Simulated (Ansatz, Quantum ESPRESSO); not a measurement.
# Evanescent states of BP, zinc blende type, lattice constant set to 4.55 Å, part 3 of 3

How good a tunnel barrier is BP, zinc blende type, lattice constant set to 4.55 Å?

Quantum ESPRESSO 7.5; plane-wave DFT, PBE, GBRV ultrasoft pseudopotentials; cross-check by Ansatz 0.2.0 with PAW datasets.

So far. Step 2 (Ground state): The run needed 9 iterations to bring the estimated error under 1e-09 Ry.

**4. Complex band structure, with nz1 = 11**

Level of this step: complex band structure by pwcond; plane-wave DFT, PBE, GBRV ultrasoft pseudopotentials (Quantum ESPRESSO).

A sensitivity test on the input.

File cbs.w.in:

```
&inputcond
  outdir = './out'
  prefixl = 'scf'
  band_file = 'cbs.w'
  ikind = 0
  ewind = 4.0
  epsproj = 1e-05
  nz1 = 11
  energy0 = 4.48
  denergy = -0.16
/
4
  0.00000000 0.00000000 1.00000000
  0.50000000 0.00000000 1.00000000
  0.50000000 0.50000000 1.00000000
  0.25000000 0.00000000 1.00000000
41
```

Launch:

```bash
$ OMP_NUM_THREADS=1 mpirun -n 2 pwcond.x -in cbs.w.in > cbs.w.out
```

Numbers of over 12 decimals in the logs are rounded to 6 here.

What it wrote:

```text
[banner, memory and clock lines left out]
Program PWCOND v.7.5 starts
[citation notice left out]

[...]
./out/scf.save/

     IMPORTANT: XC functional enforced from input :
     Exchange-correlation= PBE
                           (   1   4   3   4   0   0   0)
     Any further DFT definition will be discarded
     Please, verify this is what you really want

     Reading collected, re-writing distributed wavefunctions

===== INPUT FILE containing the left lead =====

     GEOMETRY:

     lattice parameter (alat)  =       6.0799  a.u.
     the volume                =     317.8343 (a.u.)^3
     the cross section         =      36.9650 (a.u.)^2
     l of the unit cell        =       1.4142 (alat)
     number of atoms/cell      =            4
     number of atomic types    =            2

     crystal axes: (cart. coord. in units of alat)
               a(1) = (  1.0000  0.0000  0.0000 )
               a(2) = (  0.0000  1.0000  0.0000 )
               a(3) = (  0.0000  0.0000  1.4142 )

   Cartesian axes

     site n.     atom                  positions (alat units)
          1        B      tau(  1)=(  0.0000  0.0000  1.4142  )
          2        P      tau(  2)=(  0.5000  0.0000  0.3536  )
          3        B      tau(  3)=(  0.5000  0.5000  0.7071  )
          4        P      tau(  4)=(  0.0000  0.5000  1.0607  )

     nr1s                      =           25
     nr2s                      =           25
     nr3s                      =           36
     nr1sx                     =           25
     nr2sx                     =           25
     nr3sx                     =           36
     nr1                       =           27
     nr2                       =           27
     nr3                       =           40
     nr1x                      =           27
     nr2x                      =           27
     nr3x                      =           40

 _______________________________
  Radii of nonlocal spheres:

     type       ibeta     ang. mom.          radius (alat units)
       B          1         0                    0.2057
       B          2         0                    0.2057
       B          3         1                    0.2057
       B          4         1                    0.2057
       P          1         0                    0.2475
       P          2         0                    0.2475
       P          3         1                    0.2475
       P          4         1                    0.2475
       P          5         2                    0.2475
       P          6         2                    0.2475
----- General information -----

----- Complex band structure calculation -----

     nrx                       =           25
     nry                       =           25
     nz1                       =           11

     energy0               =         4.5E+00
     denergy               =        -1.6E-01
     nenergy               =         41
     ecut2d                =         4.0E+01
     ewind                 =         4.0E+00
     epsproj               =         1.0E-05

     number of k_|| points=    4
                       cryst. coord.
        k(    1) = (   0.0000000   0.0000000), wk =   0.2500000
        k(    2) = (   0.5000000   0.0000000), wk =   0.2500000
        k(    3) = (   0.5000000   0.5000000), wk =   0.2500000
        k(    4) = (   0.2500000   0.0000000), wk =   0.2500000
----- Information about left lead -----

     nocros                   =            8
     noins                    =           44
     norb                     =           60
     norbf                    =           60
     nrz                      =           36

      iorb      type   ibeta   ang. mom.   m       position (alat)
        1        1       1        0        1   taunew(   1)=(  0.0000  0.0000  0.0000)
        2        1       2        0        1   taunew(   2)=(  0.0000  0.0000  0.0000)
[...]
60        1       4        1        3   taunew(  60)=(  0.0000  0.0000  1.4142)
    k slab    z(k)  z(k+1)     crossing(iorb=1,norb)
    1   0.0000 0.0393 0.0393   111111110000000000000000000000000000000000000000000000000000
    2   0.0393 0.0786 0.0393   111111110000000000000000000000000000000000000000000000000000
[...]
36   1.3749 1.4142 0.0393   000000000000000000000000000000000000000000000000000011111111
 ngper, shell number =          121          20
 ngper, n2d =          121         104
---  E-Ef =    4.4800000  k =    0.0000000   0.0000000
---  ie =          1  ik =          1
 Nchannels of the left tip =            3
 Right moving states:
   k1(2pi/a)   k2(2pi/a)   E-Ef (eV)
   0.1984975  -0.0000000   4.4800000
   0.1985121   0.0000000   4.4800000
   0.4561011   0.0000000   4.4800000
 Left moving states:
   k1(2pi/a)   k2(2pi/a)   E-Ef (eV)
  -0.1984975  -0.0000000   4.4800000
  -0.1984975  -0.0000000   4.4800000
  -0.4560991   0.0000000   4.4800000

---  E-Ef =    4.3200000  k =    0.0000000   0.0000000
---  ie =          2  ik =          1
 Nchannels of the left tip =            3
 Right moving states:
   k1(2pi/a)   k2(2pi/a)   E-Ef (eV)
   0.1804094  -0.0000000   4.3200000
   0.1804243   0.0000000   4.3200000
   0.4406251   0.0000000   4.3200000
 Left moving states:
   k1(2pi/a)   k2(2pi/a)   E-Ef (eV)
  -0.1804094  -0.0000000   4.3200000
  -0.1804094  -0.0000000   4.3200000
  -0.4406230   0.0000000   4.3200000
[... further energies and points left out ...]
---  E-Ef =   -1.7600000  k =    0.2500000   0.0000000
---  ie =         40  ik =          4
 Nchannels of the left tip =            3
 Right moving states:
   k1(2pi/a)   k2(2pi/a)   E-Ef (eV)
   0.1014356   0.0000000  -1.7600000
  -0.3870544   0.0000000  -1.7600000
  -0.4353718  -0.0000000  -1.7600000
 Left moving states:
   k1(2pi/a)   k2(2pi/a)   E-Ef (eV)
  -0.1014354   0.0000000  -1.7600000
   0.3870544  -0.0000000  -1.7600000
   0.4353725  -0.0000000  -1.7600000

---  E-Ef =   -1.9200000  k =    0.2500000   0.0000000
---  ie =         41  ik =          4
 Nchannels of the left tip =            3
 Right moving states:
   k1(2pi/a)   k2(2pi/a)   E-Ef (eV)
   0.0768046   0.0000000  -1.9200000
  -0.4205079   0.0000000  -1.9200000
  -0.4561491  -0.0000000  -1.9200000
 Left moving states:
   k1(2pi/a)   k2(2pi/a)   E-Ef (eV)
  -0.0768044   0.0000000  -1.9200000
   0.4205079  -0.0000000  -1.9200000
   0.4561498  -0.0000000  -1.9200000

[...]
```

The job ended after 2.6 min (2 MPI ranks of Arm Neoverse N1, shared host; peak memory 0.12 GiB; 5 min of CPU time).

Beside the run it was changed from:

```
                                       quantity  this run  unchanged run  difference
peak of the smallest κ at the zone centre (Å⁻¹)      0.21           0.21           0
       peak of the smallest κ at (1/2, 0) (Å⁻¹)     0.301          0.301           0
                                  wall time (s)       154            143
```

The physical values in this table stay within 0.05 %.

**5. Cross-check with Ansatz**

As a check, the same structure is run in Ansatz.

Level of this step: plane-wave DFT, PBE, Ansatz PAW (Ansatz 0.2.0).

File input.yaml:

```yaml
crystal:
  lattice:
    - [3.2173358544, 0.0, 0.0]
    - [0.0, 3.2173358544, 0.0]
    - [0.0, 0.0, 4.55]
  atoms:
    - { symbol: B, position: [0.0, 0.0, 0.0] }
    - { symbol: P, position: [0.5, 0.0, 0.25] }
    - { symbol: B, position: [0.5, 0.5, 0.5] }
    - { symbol: P, position: [0.0, 0.5, 0.75] }
kpoints:
  mp_grid: { grid: [8, 8, 6] }
hamiltonian:
  xc: pbe
scf:
  occupations: { method: fixed }
  convergence: { dr2_threshold: 1.0e-09 }
output:
  transmission:
    leads: [[0, 0]]
    kpoints: [[0, 0], [0.5, 0], [0.5, 0.5], [0.25, 0]]
    e_range: [-1.92, 4.48]
    de: 0.16
```

Launch:

```bash
$ ansatz run input.yaml --threads 2 --pin off --max-ram 4096MiB --backend cpu --events-out ev --progress --plain --runs-dir out
```

What it wrote:

```text
Engine: ansatz 0.2.0, aarch64-unknown-linux-gnu
Pseudopotentials: kind: paw
Pseudopotential: B, paw, valence charge 3, recommended cutoff 420 eV (normal), B.paw.azcp
Pseudopotential: P, paw, valence charge 5, recommended cutoff 420 eV (normal), P.paw.azcp
Functional definition: PBE
  parameter kappa = 0.804
  parameter beta = 0.066725
  exchange = pbe_x(kappa = kappa, mu = beta*pi^2/3)
  correlation = pbe_c(beta = beta)
Crystal: 4 atoms, lattice volume = 47.098 Å³
Basis set: ecut = 420 eV, 919 PW (Γ)
Bands: 12, of which v1, the nominal top of the filled ones, is band 8 counted from 1 (7 counted from 0)
Symmetry: 16 space group operations
Space group: F-43m (ITA 216), of the structure as read, at distance tolerance 3.6e-5 Å
k-points: 60 of 384 (time reversal used)
Non-local potential: B, projectors of the file, l = 0: 2, l = 1: 2, l = 2: 1
Non-local potential: P, projectors of the file, l = 0: 2, l = 1: 2, l = 2: 2
PAW form: soft (Blöchl's): semilocal exchange-correlation on the pseudo side does not see the compensation charge
PAW one-centre angular grid: B, 110 points (default); XC on 64 Gauss nodes
PAW one-centre angular grid: P, 110 points (default); XC on 64 Gauss nodes
Initial density: superposition of atomic densities (neutral atoms: chi_scale 0, normalization atom), corrected by the library's trained network
Initial wavefunctions: pseudopotential atomic-orbital guess
Functional: x = pbe(κ = 0.804, μ = 0.219515), c = pbe(β = 0.066725)
SCF iter   1: F=—  HF=-1824.892543 eV  |F-HF|=—  |Δ(HF+E_count)|=         —  Δρ=1.37e-3  dr2=6.94e-4  ethr=1.77e-3  ⟨swp⟩=5.0  Hψ=4220  notcnv=0  defer=113
preconditioner: auto → none  [insulator: Δε(μ)=1.247 eV  Ē_g=10.769 eV  n_scr=6 (ndim 8)  ℏωp=21.6 eV  f_vac=0.000  ε∞_Penn≈5.0]
SCF iter   2: F=—  HF=-1824.893056 eV  |F-HF|=—  |Δ(HF+E_count)|=   5.13e-4  Δρ=6.58e-4  dr2=1.50e-4  ethr=4.34e-6  ⟨swp⟩=2.5  Hψ=1796  notcnv=0  defer=120
SCF iter   3: F=—  HF=-1824.893059 eV  |F-HF|=—  |Δ(HF+E_count)|=   2.51e-6  Δρ=3.27e-4  dr2=1.47e-5  ethr=9.38e-7  ⟨swp⟩=2.7  Hψ=1194  notcnv=0  defer=117
SCF iter   4: F=—  HF=-1824.893097 eV  |F-HF|=—  |Δ(HF+E_count)|=   3.78e-5  Δρ=6.45e-5  dr2=2.12e-6  ethr=9.17e-8  ⟨swp⟩=2.0  Hψ=1201  notcnv=0  defer=101
SCF iter   5: F=—  HF=-1824.893095 eV  |F-HF|=—  |Δ(HF+E_count)|=   1.85e-6  Δρ=7.94e-6  dr2=2.76e-8  ethr=1.33e-8  ⟨swp⟩=2.5  Hψ=1199  notcnv=0  defer=95
SCF iter   6: F=—  HF=-1824.893095 eV  |F-HF|=—  |Δ(HF+E_count)|=   4.07e-9  Δρ=1.80e-6  dr2=1.57e-9  ethr=1.73e-10  ⟨swp⟩=2.5  Hψ=1185  notcnv=0  defer=96
SCF iter   7: F=-1824.893095 eV  HF=-1824.893095 eV  |F-HF|=1.64e-11  |Δ(HF+E_count)|=  2.09e-10  Δρ=2.09e-7  dr2=2.32e-11  ethr=6.25e-12  ⟨swp⟩=5.9  Hψ=3529  notcnv=0
SCF 1 converged in 7 iterations: F = -1824.893095 eV  dr2 = 2.32e-11
  greatest PAW one-centre occupation: 0.774 electrons in one spin orbital (limit 2), on the P atom at site 3 (counted from 0), in its partial waves of l = 0
transmission: 8 of 32 steps passed
transmission: 16 of 32 steps passed
transmission: 24 of 32 steps passed
transmission: 32 of 32 steps passed
SCF converged after 7 iterations
Free energy (F): -1824.893095 eV
Harris-Foulkes:  -1824.893095 eV  (|F-HF|=1.64e-11)
Internal energy: -1824.893095 eV  (E = F + TS)
E sigma→0 (E₀):  -1824.893095 eV
Fermi energy:    9.156644 eV
--- Per-component energies (eV) ---
  E_band       = 43.131567
  E_kinetic    = 242.612603
  E_local      = -136.945740  (includes V_loc(G=0)·N_el)
  E_nonlocal   = 89.949478
  E_hartree    = 34.307236
  E_xc         = -189.453813
  E_vxc        = -200.718558  (∫ρ·V_xc dr)
  E_paw        = -1295.885713  (= ΣΔE_a)
  E_vpaw       = -20.380694  (= ΣTr[D̂ρ^β])
  E_aug_tail   = 0.000001  (compensation charges beyond the density's cutoff)
  E_ewald      = -569.477147
  E_smearing   = -0.000000  (= −TS)
  E_closure    = -0.000000  (closes the sum)
  Σ components = -1824.893095   (vs F -1824.893095, Δ=0.00e0)
--- Band table (eV; the first three rows and the last of 60) ---
  k-point 0: bands = [... 4 lower, 5.0723, 9.1566, 9.1566, 9.1566, 10.5082, 10.8255, 12.5489, 12.5489]
  k-point 1: bands = [... 4 lower, 5.2288, 8.5325, 8.5325, 8.5917, 10.4071, 11.3501, 12.2373, 13.3554]
  k-point 2: bands = [... 4 lower, 5.6931, 7.2169, 7.4401, 7.4401, 10.5501, 11.5975, 12.4727, 14.9812]
  k-point 59: bands = [... 4 lower, 3.5311, 3.5311, 3.7356, 3.7356, 14.4837, 14.4837, 15.8975, 15.8975]
--- Transmission ---
  basis      : 89 plane waves across, 8 finite elements along
  points     : 4, as listed
  energies   : 41 from -1.920000 to 4.480000 eV about the Fermi level, 0.160000 eV apart; the leads are filled to 0.625210 eV, and channels, transmission and decay are at 0.640000 eV
  crystal 0  : P2B2, at the sites [0, 0], period 4.5500 Å: whole cells are its period
    offset         : up to 0.0000 Å between an atom of the period and one for which it stands
    channels       : 0.000000e0 a spin
    conductance    : none, the energies end too early or step too widely for 300 K: set another output.transmission.e_range or a lower de, or, where they end at an eighth of basis.ecutwfc, a higher one
    slowest decay  : 0.1824 /Å at (0.0000, 0.0000)
```

The job ended after 25 s (2 threads; peak memory 0.31 GiB).

Read from the output:

* free energy: -1824.8931 eV
* gap by band count: 1.250 eV
* symmetry operations: 16
* slowest decay at the grid energy nearest mid-gap: 0.1824 Å⁻¹
* peak of the smallest κ at the zone centre: 0.2075 Å⁻¹
* energy of the peak at the zone centre: 0.96 eV
* peak of the smallest κ at (1/2, 0): 0.3005 Å⁻¹
* peak of the smallest κ at (1/4, 0): 0.3003 Å⁻¹
* valence top, on the run's zero: 9.157 eV

K across = (0, 0) in the cell's reciprocal vectors; values within 0.0025 1/Å of each other count once, columns are sorted by size at each energy, a dash where no further value was kept. Im kz of the slowest decaying states against energy, zero at the highest filled level of the SCF mesh:

```
energy (eV)  decay 1 (Å⁻¹)  decay 2 (Å⁻¹)  decay 3 (Å⁻¹)
     -1.440          0.885              -              -
     -0.960          0.803              -              -
     -0.480          0.713              -              -
      0.000        0.00467          0.609              -
      0.480          0.163          0.199          0.481
      0.960          0.207          0.272          0.300
      1.440         0.0811          0.224          0.322
      1.920          0.221          0.358              -
      2.560          0.189          0.394              -
      3.040          0.132          0.414              -
      3.520          0.134          0.432              -
      4.000          0.261          0.450              -
```

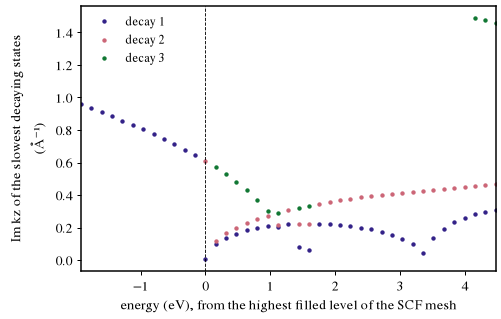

Im kz of the slowest decaying states, plotted against energy.

K across = (0, 0) in the cell's reciprocal vectors. Re kz of states that move upwards against energy, zero at the highest filled level of the SCF mesh:

```
energy (eV)  channel 1 (Å⁻¹)  channel 2 (Å⁻¹)  channel 3 (Å⁻¹)
      -1.92           -0.504           -0.504           -0.457
      -1.44           -0.402           -0.402           -0.386
      -0.96           -0.307           -0.303           -0.303
      -0.48           -0.211           -0.197           -0.197
       0.00                -                -                -
       0.48                -                -                -
       0.96                -                -                -
       1.60            0.588                -                -
       2.08           -0.588            0.198                -
       2.56           -0.419            0.318                -
       3.04           -0.247            0.413                -
       3.52           0.0850           0.0850            0.493
       4.00            0.196            0.196            0.565
       4.48            0.275            0.275            0.631
```

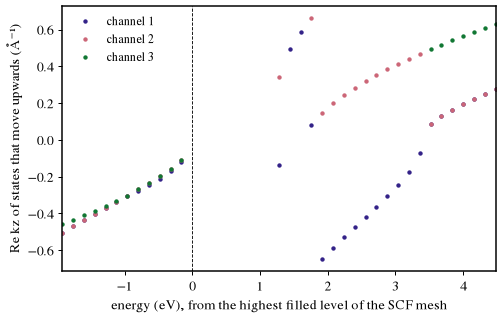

Re kz of states that move upwards, plotted against energy.

K across = (1/2, 0) in the cell's reciprocal vectors; values within 0.0025 1/Å of each other count once, columns are sorted by size at each energy, a dash where no further value was kept. The Im kz of the slowest decaying states by energy, zero at the highest filled level of the SCF mesh:

```
energy (eV)  decay 1 (Å⁻¹)  decay 2 (Å⁻¹)  decay 3 (Å⁻¹)
     -1.440          0.135          0.447           1.30
     -0.960          0.206          0.580           1.24
     -0.480          0.249          0.631           1.18
      0.000          0.276          0.650           1.12
      0.480          0.292          0.652           1.05
      0.960          0.300          0.641          0.982
      1.440          0.299          0.620          0.906
      1.920          0.289          0.590          0.822
      2.560          0.259          0.536          0.691
      3.040          0.217          0.484          0.567
      3.520          0.134          0.385          0.417
      4.000          0.329              -              -
```

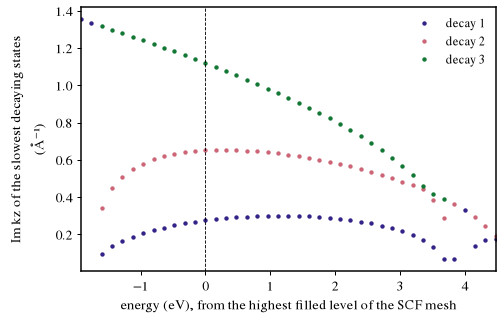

Im kz of the slowest decaying states, plotted against energy.

K across = (1/2, 1/2) in the cell's reciprocal vectors; values within 0.0025 1/Å of each other count once, columns are sorted by size at each energy, a dash where no further value was kept. The Im kz of the slowest decaying states by energy, zero at the highest filled level of the SCF mesh:

```
energy (eV)  decay 1 (Å⁻¹)  decay 2 (Å⁻¹)
      -1.92          0.325          0.329
      -1.60          0.326          0.331
      -1.12          0.320          0.326
      -0.80          0.310          0.318
      -0.48          0.296          0.306
       0.00          0.266          0.282
       0.32          0.239          0.260
       0.64          0.204          0.232
       1.12          0.120          0.175
       1.44          0.115              -
       1.92              -              -
       2.24              -              -
       2.56              -              -
       3.04              -              -
       3.36              -              -
       3.68              -              -
       4.16              -              -
       4.48              -              -
```

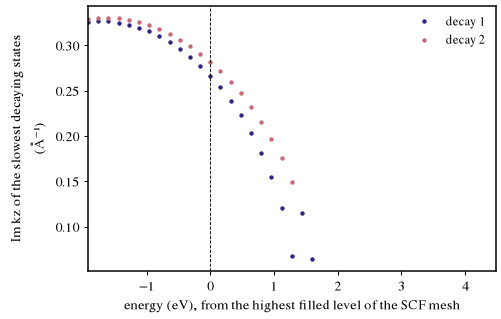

Im kz of the slowest decaying states against energy.

K across = (1/4, 0) in the cell's reciprocal vectors; values within 0.0025 1/Å of each other count once, columns are sorted by size at each energy, a dash where no further value was kept. The Im kz of the slowest decaying states by energy, zero at the highest filled level of the SCF mesh:

```
energy (eV)  decay 1 (Å⁻¹)  decay 2 (Å⁻¹)  decay 3 (Å⁻¹)
      -1.92           1.08           1.43              -
      -1.44           1.01           1.38              -
      -0.96         0.0954          0.942           1.33
      -0.48          0.193          0.868           1.28
       0.00          0.239          0.243          0.786
       0.48          0.274          0.324          0.695
       0.96          0.292          0.372          0.590
       1.60          0.300          0.404           1.03
       2.08          0.152          0.295          0.409
       2.56          0.278          0.397          0.909
       3.04          0.247          0.364          0.847
       3.52          0.190          0.297          0.788
       4.00         0.0389          0.150          0.735
       4.48         0.0613         0.0827          0.666
```

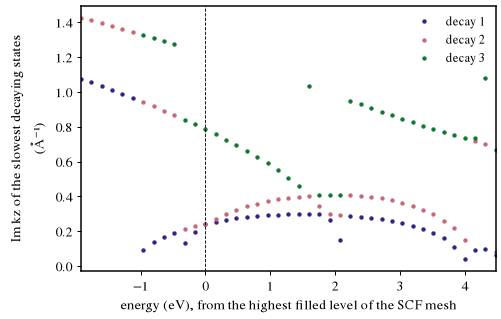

Im kz of the slowest decaying states, plotted against energy.

**6. The arithmetic**

T falls as exp(−2κd). With κ = 0.182 1/Å, 10 Å of barrier pass exp(−2 × 0.182 × 10) = 0.026 of that channel, interfaces aside.

**7. What came out**

```json
{
 "gap on the SCF mesh": "1.26 eV",
 "smallest κ at mid-gap among the four k points, at the zone centre": "0.182 Å⁻¹",
 "peak of the smallest κ in the stop band at the zone centre": "0.210 Å⁻¹",
 "peak of the smallest κ in the stop band at (1/2, 0)": "0.301 Å⁻¹",
 "peak of the smallest κ in the stop band at (1/4, 0)": "0.301 Å⁻¹",
 "energy of the peak at the zone centre, over the highest filled level": "1.12 eV",
 "peak at the zone centre by Ansatz": "0.207 Å⁻¹"
}
```

In words: With a gap of 1.26 eV on the mesh, the smallest κ at mid-gap among the four k points, at the zone centre is 0.182 Å⁻¹ (PBE, GBRV ultrasoft). For a barrier with the Fermi level at mid-gap the slowest state found, at the zone centre, loses a factor of ten in probability every 6.3 Å or so. Stop bands away from the zone centre are mostly wider than the gap, so their peaks can lie above the conduction bottom. At the zone centre pwcond's peak is 0.210 and Ansatz's 0.207 1/Å, 1 % apart. The cell is the a/√2 one, turned by 45°, with two primitive cells, so X along [001] folds onto kz = 0. A semilocal gap is too small, often by a third to a half and by more in narrow-gap crystals, so real barriers decay faster.

[Logs are printed without paths, hosts, clocks, repeated set-up lines and the standing remarks that a program may print on its own settings, such as how far it seeks lower states.]

[Hosts, paths, dates, database ids (printed as entryN), source tags and the programs' standing remarks are cut or masked in the printed files.]

[Maps of the electrostatic potential energy from Ansatz leave out the sawtooth potential of an applied field or a dipole correction, so their vacuum need not be flat; planar profiles and work functions include it.]
